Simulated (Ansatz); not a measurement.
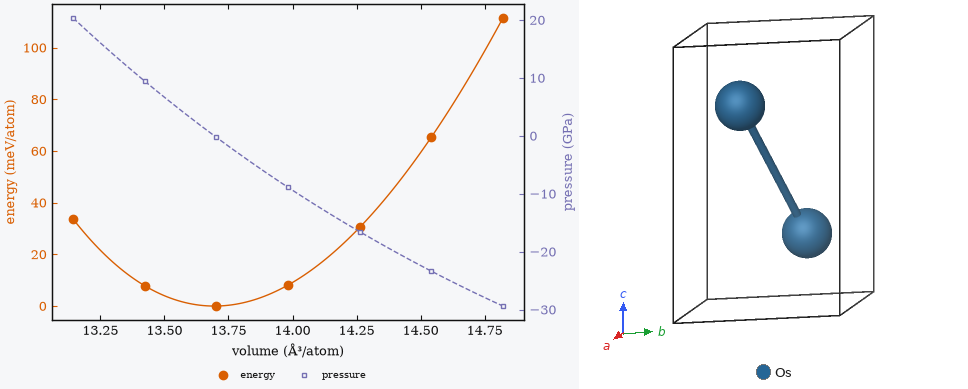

The plot gives the computed energy and pressure against volume for Os, space group P6_3/mmc (No. 194). The conventional cell is drawn beside the plot.

Structure:
```yaml
crystal:
  lattice:
    - [2.73410, 0.00000, 0.00000]
    - [-1.36705, 2.36780, 0.00000]
    - [0.00000, 0.00000, 4.31970]
  atoms:
    - { symbol: Os, position: [0.66667, 0.33333, 0.75000] }
    - { symbol: Os, position: [0.33333, 0.66667, 0.25000] }
```

Calculation (Ansatz 0.2.0): plane-wave DFT, no spin polarisation; energies at scaled volumes of the given cell, shape and fractions fixed, counted from the fit's minimum, third-order Birch-Murnaghan fit. Level: SVWN5.

| setting | value |
| --- | --- |
| k mesh | 11×11×6 |
| occupations | Fermi–Dirac |
| smearing width | 0.05 eV |
| potentials | Ansatz PAW |
| wave cutoff | 420 eV |
| density cutoff | 1680 eV |

Q: What equilibrium volume and bulk modulus follow from the curve?

A: A third-order Birch–Murnaghan fit gives V0 = 13.70 Å³/atom, B0 = 449 GPa and B′ = 4.8.

Q: How does the pressure vary with volume?

A: It falls from 20.36 GPa at volume 13.14 Å³/atom to −29.38 GPa at 14.82 Å³/atom, and changes sign near 13.70 Å³/atom.

Limits of the calculation: shape and atomic fractions are frozen while scaling, which makes layered, chain and framework solids too stiff.
